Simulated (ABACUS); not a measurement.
# Energy of Ti along an even scaling of the cell

System: Ti (P6/mmm, 3 atoms in the cell).
Method: Kohn-Sham DFT of a periodic cell, PBE, PseudoDojo NC SR 0.4.1 PBE standard, no spin polarisation (ABACUS 3.10.1).

The 7 runs differ only in the geometry, by an even scaling of the cell at fixed fractional positions. The structure derives from a Materials Project entry.

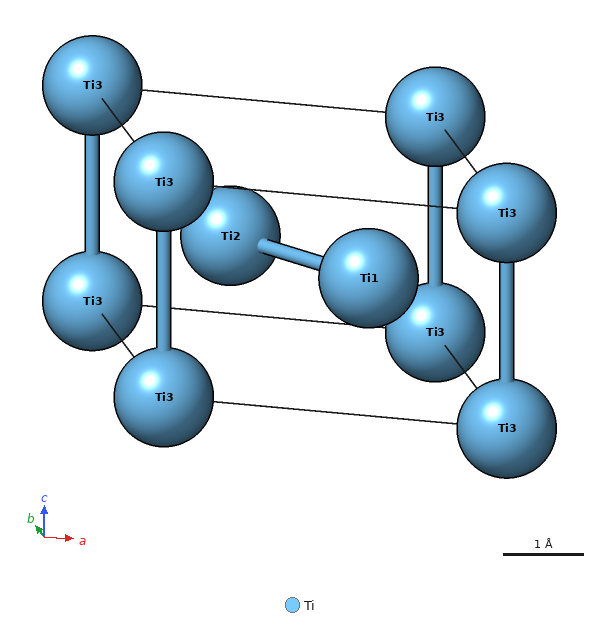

Figure 1. The structure of run 4 (ball-and-stick view of the cell of the calculation, seen slightly off an axis; atoms are numbered from 1 in the order of the input).

## Input of run 4
```
INPUT_PARAMETERS
suffix              Ti
calculation         scf
basis_type          pw
pseudo_dir          ./
symmetry            1
dft_functional      pbe
ecutwfc             84
pseudo_rcut         10
nspin               1
nbands              22
ks_solver           dav
smearing_method     fd
smearing_sigma      0.00367493
scf_thr             1e-08
scf_nmax            100
mixing_type         broyden
mixing_beta         0.7
cal_force           1
cal_stress          1
kpar                4
```

## File STRU of run 4
```
ATOMIC_SPECIES
Ti 47.8670 Ti.upf

LATTICE_CONSTANT
1.8897261246

LATTICE_VECTORS
4.5673748306 0.0000000000 0.0000000000
-2.2836874153 3.9554626319 0.0000000000
0.0000000000 0.0000000000 2.8262442700

ATOMIC_POSITIONS
Direct

Ti
0.0
3
0.6666666667 0.3333333333 0.5000000000 1 1 1
0.3333333333 0.6666666667 0.5000000000 1 1 1
0.0000000000 0.0000000000 0.0000000000 1 1 1
```

## File KPT of run 4
```
K_POINTS
0
Gamma
7 7 9 0 0 0
```

Command:
```bash
OMP_NUM_THREADS=1 mpirun -np 4 abacus > log
```

Run 6 differs from it as follows:
```diff
-4.5673748306 0.0000000000 0.0000000000
--2.2836874153 3.9554626319 0.0000000000
-0.0000000000 0.0000000000 2.8262442700
+4.6274787604 0.0000000000 0.0000000000
+-2.3137393802 4.0075141620 0.0000000000
+0.0000000000 0.0000000000 2.8634359596
```

## Results, with one run withheld

| run | volume per atom (Å³) | free energy per atom, from the lowest run given (meV) | pressure (GPa) |
| --- | --- | --- | --- |
| 1 | 15.999 | 30.18 | 8.88 |
| 2 | 16.339 | 14.39 | 5.99 |
| 3 | 16.679 | 4.50 | 3.34 |
| 4 | 17.020 | 0.00 | 0.92 |
| 5 | 17.360 | 0.41 | −1.30 |
| 6 | 17.701 | ? | ? |
| 7 | 18.041 | 14.30 | −5.15 |

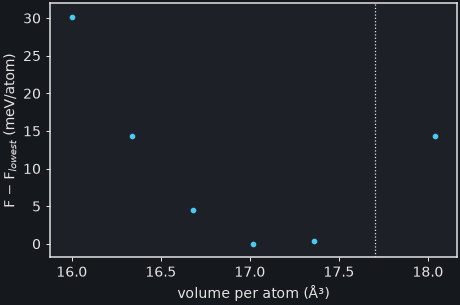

Figure 2. Free energy per atom of the runs given; the dotted line marks run 6.

Estimate the energy of run 6 from the others.

A cubic polynomial in V^(−2/3) (the Birch–Murnaghan form), fitted to the 6 runs given, misses them by under 0.01 meV per atom. With x = V^(−2/3) − 0.15194 Å⁻², it reads F = 1.169 + 1935.2 x + 5.9511e+05 x² − 6.828e+05 x³ (meV per atom). At run 6 it gives 5.32 meV per atom, and the run itself gives 5.31. The slope of the fit gives a pressure −dF/dV of −3.30 GPa there, and the run prints −3.31 GPa. The fit has its minimum at 17.159 Å³ per atom, where V d²F/dV² gives 112 GPa. Cell shape and fractional positions are held, so this is the stiffness under even scaling; the relaxed bulk modulus wasn't computed.

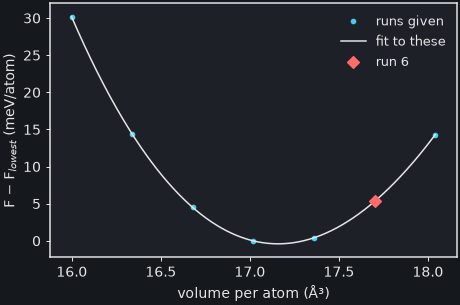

Figure 3. The fit and the withheld run.

## Some lines of the output (run 6)
```
[...]
 E_Fermi        0.9549568025         12.9928538578
 E_Fermi        0.9549588540         12.9928817698
 E_Fermi        0.9549630958         12.9929394820
 E_Fermi        0.9549615736         12.9929187725
 E_Fermi        0.9549619498         12.9929238902
 E_Fermi        0.9549637143         12.9929478977
 E_Fermi        0.9549628430         12.9929360425
 E_Fermi        0.9549625788         12.9929324481
 E_KS(sigma->0) -356.1315049067      -4845.4177040456
 E_Fermi        0.9549624698         12.9929309658
 final etot is -4845.4287965 eV
 EFERMI = 12.992930966 eV
 TOTAL-PRESSURE: -33.106351 KBAR
 !FINAL_ETOT_IS -4845.4287965281109791 eV
```
